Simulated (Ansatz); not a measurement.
Consider this structure.

```xyz
8
Lattice="3.6246 0.0000 0.0000 0.0000 3.6246 0.0000 0.0000 0.0000 3.6246" Properties=species:S:1:pos:R:3 pbc="T T T"
B     0.0000    0.0000    0.0000
N     0.9062    0.9062    2.7185
B     0.0000    1.8123    1.8123
N     0.9062    2.7185    0.9062
B     1.8123    0.0000    1.8123
N     2.7185    0.9062    0.9062
B     1.8123    1.8123    0.0000
N     2.7185    2.7185    2.7185
```

### Work out the structure from the coordinates.

The material is BN. It is face-centred cubic, space group F-43m (No. 216). Among the common structure types it is zinc blende (sphalerite type). With Z = 4, the cell contains 4 B, 4 N. The polyhedra are BN4 tetrahedra; they share corners. The neighbours of B are four N in a tetrahedral arrangement at 1.57 Å. N is coordinated by four B in a tetrahedral arrangement at 1.57 Å. The bonds build a three-dimensional framework.

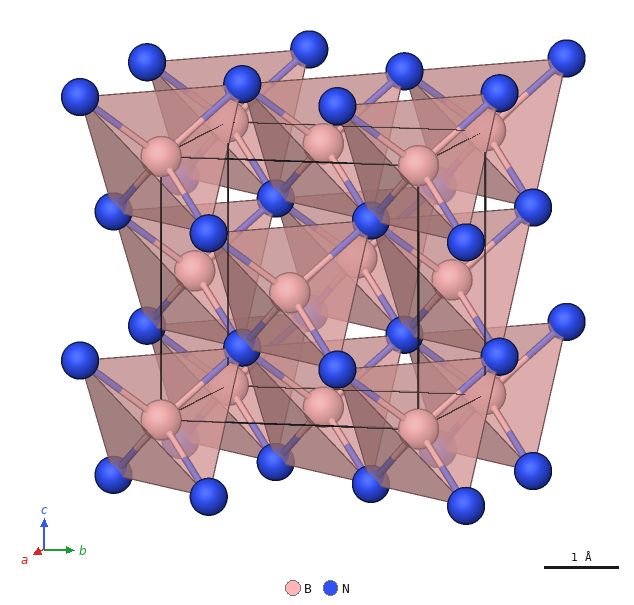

The crystal in a polyhedral representation, seen slightly off an axis. The parallelepiped is the conventional unit cell. Some neighbours outside the box are added. Colours: boron pink, nitrogen blue.

The initial geometry was a structure listed in the Materials Project, with elements exchanged, so it need not be a known form of the compound. Earlier steps of the study may have refined or changed the cell and positions. It went into a calculation with Ansatz.
